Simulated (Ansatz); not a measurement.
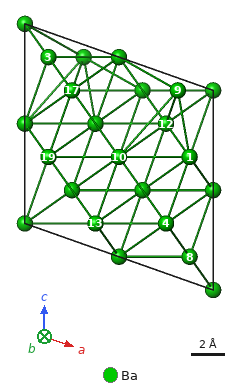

This is the input geometry for a relaxation of a defect cell of composition Ba (started half-way along a vacancy jump, in the symmetry of that start). Style: ball-and-stick. Shown: the conventional cell (2 times the calculation's cell), along the b axis. Lengths and directions refer to the drawn axes.

These are results of DFT PBE, scalar-relativistic, plane waves, PAW in Ansatz, not measurements.

Input file:
```yaml
crystal:
  lattice:
    - [5.0201826112, 10.0403652224, 5.0201826112]
    - [10.0403652224, 5.0201826112, -5.0201826112]
    - [-5.0201826112, 10.0403652224, -5.0201826112]
  atoms:
    - { symbol: Ba, position: [0.125, 0.0, 0.625] }
    - { symbol: Ba, position: [0.0833333333, 0.3333333333, 0.75] }
    - { symbol: Ba, position: [0.0416666667, 0.6666666667, 0.875] }
    - { symbol: Ba, position: [0.25, 0.0, 0.25] }
    - { symbol: Ba, position: [0.2083333333, 0.3333333333, 0.375] }
    - { symbol: Ba, position: [0.1666666667, 0.6666666667, 0.5] }
    - { symbol: Ba, position: [0.3333333333, 0.3333333333, 0.0] }
    - { symbol: Ba, position: [0.2916666667, 0.6666666667, 0.125] }
    - { symbol: Ba, position: [0.1875, 0.0, 0.9375] }
    - { symbol: Ba, position: [0.5, 0.0, 0.5] }
    - { symbol: Ba, position: [0.4583333333, 0.3333333333, 0.625] }
    - { symbol: Ba, position: [0.4166666667, 0.6666666667, 0.75] }
    - { symbol: Ba, position: [0.625, 0.0, 0.125] }
    - { symbol: Ba, position: [0.5833333333, 0.3333333333, 0.25] }
    - { symbol: Ba, position: [0.5416666667, 0.6666666667, 0.375] }
    - { symbol: Ba, position: [0.6666666667, 0.6666666667, 0.0] }
    - { symbol: Ba, position: [0.75, 1.0, 0.75] }
    - { symbol: Ba, position: [0.7083333333, 0.3333333333, 0.875] }
    - { symbol: Ba, position: [0.875, 1.0, 0.375] }
    - { symbol: Ba, position: [0.8333333333, 0.3333333333, 0.5] }
    - { symbol: Ba, position: [0.7916666667, 0.6666666667, 0.625] }
    - { symbol: Ba, position: [0.9583333333, 0.3333333333, 0.125] }
    - { symbol: Ba, position: [0.9166666667, 0.6666666667, 0.25] }
basis:
  ecutwfc: 420
kpoints:
  mp_grid: { grid: [4, 4, 2] }
hamiltonian:
  xc: pbe
scf:
  occupations: { method: gaussian, width: 0.1 }
output:
  forces: true
  stress: true
  eigenvalues: true
  write_density: true
  write_potential: true
  elf: true
  volumetric_format: npy
relax:
  adjacent_minimum: "off"
  f_tol: 0.02
  max_steps: 60
  escape_saddle: false
```

Run as
```bash
ansatz run input.yaml --threads 4 --pin off --max-ram 9216MiB --backend cpu --events-out ev --progress --plain --runs-dir out
```

### Where does the relaxation end?

Over 4 geometry steps the energy falls by 0.344 eV per cell of the calculation. The largest force component goes from 0.2 to 0.0035 eV/Å. The largest moves, 0.42 Å, are those of Ba13 and Ba17. Ba13 goes along −a. The lattice vectors keep their values. Some distances before and after: Ba10–Ba17 5.020 → 4.604 Å, Ba13–Ba18 5.020 → 4.700 Å, Ba3–Ba9 5.471 → 5.194 Å, Ba1–Ba12 4.348 → 4.613 Å. Cost: 3.3 min on 4 threads of Intel(R) Xeon(R) Platinum 8488C (Sapphire Rapids), on a shared host, peak memory 5.8 GiB.

The end point in the same view:

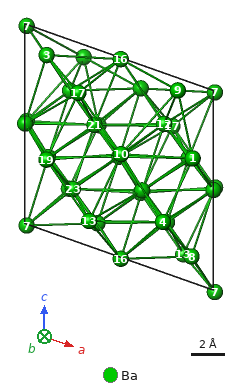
